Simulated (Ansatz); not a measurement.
ErH

```
Er H
1.0
     3.13041    0.00000    0.00000
     0.00000    3.13041    0.00000
     0.00000    0.00000    3.13041
Er H
1 1
Cartesian
  0.0000 0.0000 0.0000
  1.5652 1.5652 1.5652
```

Space group Pm-3m; a structure generated by program, which may or may not match a known phase; computed without spin polarisation; no Hubbard U on the f states and no spin–orbit coupling.

The calculation used DFT PBE, scalar-relativistic, plane waves, PAW; 4f electrons in the core of a trivalent norm-conserving potential (Ansatz).

### What can the converged valence pseudo-density and electron localisation function tell about the bonding?

Er–H (2.71 Å): ρ at the midpoint is about 0.14 e/Å³; the ELF climbs to about 1 towards the hydrogen.

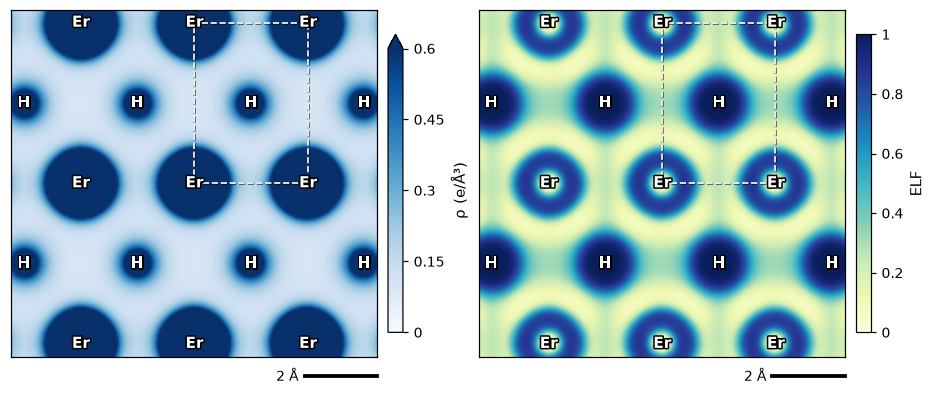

Computed valence pseudo-density and electron localisation function on the (101) plane of the conventional cell, in this order. 
